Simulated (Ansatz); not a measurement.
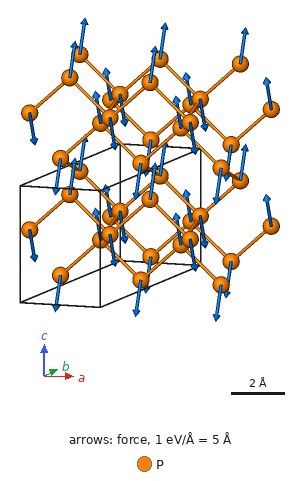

Starting geometry of solid P (set up in Cmce) with the computed forces as blue arrows. A ball-and-stick model of the conventional cell (2 times the calculation's cell), repeated 2 × 1 × 2 with one cell outlined, seen slightly off an axis. Lengths and directions refer to the drawn axes.

The run lets cell and atoms move.

Theory: Kohn-Sham DFT of a periodic cell, PBEsol, Ansatz PAW (Ansatz).

Input file:
```yaml
crystal:
  lattice:
    - [1.6477431241, -5.4650377251, 0.0]
    - [1.6477431241, 5.4650377251, 0.0]
    - [0.0, 0.0, 4.54363559]
  atoms:
    - { symbol: P, position: [0.90414313, 0.09585687, 0.58881517] }
    - { symbol: P, position: [0.09585687, 0.90414313, 0.41118483] }
    - { symbol: P, position: [0.59585687, 0.40414313, 0.08881517] }
    - { symbol: P, position: [0.40414313, 0.59585687, 0.91118483] }
hamiltonian:
  xc: pbesol
  pseudopotentials: { kind: paw }
kpoints:
  mp_grid: { grid: [8, 8, 6] }
scf:
  occupations: { method: fermi_dirac, width: 0.05 }
output:
  forces: true
  stress: true
  write_density: true
  write_potential: true
  elf: true
  volumetric_format: npy
relax:
  f_tol: 0.01
  max_steps: 40
  cell: { stress_tol: 0.05 }
```

Run as
```bash
ansatz run input.yaml --threads 2 --pin off --max-ram 5632MiB --backend cpu --events-out ev --progress --plain --runs-dir out
```

Question: Is this structure relaxed? If not, where do the atoms go?

Answer: It isn't relaxed: the largest force vector, on P atoms, is 0.30 eV/Å. The final displacements follow the starting forces only in part (cosine between the two patterns 0.85). The largest moves relative to the cell, 0.12 Å, are those of P atoms. The drawn cell changes as follows: a 3.295 → 3.316 Å (+0.6 %), b 10.930 → 10.272 Å (−6.0 %), c 4.544 → 4.198 Å (−7.6 %); the volume changes by −12.6 %. Some distances before and after: P–P 2.205 → 2.228 Å, P–P 2.246 → 2.251 Å. Among the angles between lasting bonds that change: P–P–P 103.8° → 100.4°. The space group stays Cmce (No. 64). After 5 accepted moves (7 points after the start) the energy has fallen by 21.1 meV per atom. Largest force component: 0.27 eV/Å at the start, 0.00083 eV/Å at the end. The pressure goes from −0.60 to −0.02 GPa. The line search rejected the trial step at point 3 of the run. The SCF was repeated once at an unchanged geometry on a basis and grid sized afresh for the cell, which shifted the energy by 0.2 meV per atom at most.
